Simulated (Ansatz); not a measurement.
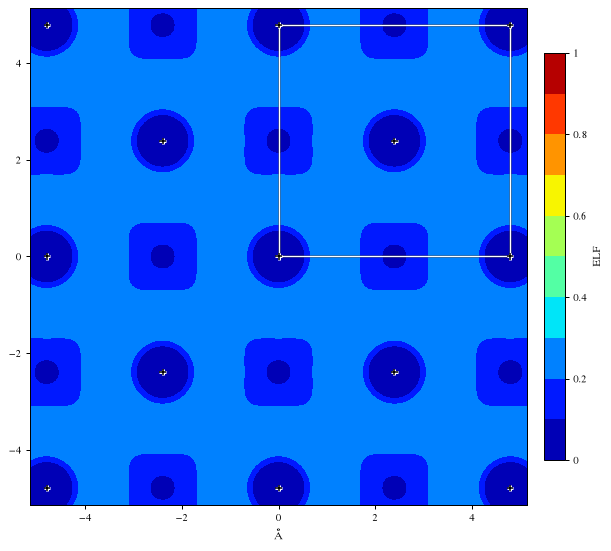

The ELF on a plane through atoms (crosses mark nuclei in the plane).

All numbers below come from DFT PBE, scalar-relativistic, plane waves, PAW in Ansatz.

Candidates:
A. ZnSe, a = 5.73 Å, b = 5.73 Å, c = 5.73 Å, α = 90.00°, β = 90.00°, γ = 90.00°. Space group F-43m.
B. In, a = 4.79 Å, b = 4.79 Å, c = 4.78 Å, α = 90.00°, β = 90.00°, γ = 90.00°. Space group I4/mmm; computed without spin polarisation.
C. Si, a = 5.47 Å, b = 5.47 Å, c = 5.47 Å, α = 90.00°, β = 90.00°, γ = 90.00°. Space group Fd-3m.

Q: Which system is this?

A: Candidate B: In on the (100) plane of the standardised cell, which holds In. In–In (3.39 Å): the ELF is about 0.25 at the midpoint: no shared electron pair shows on this line.
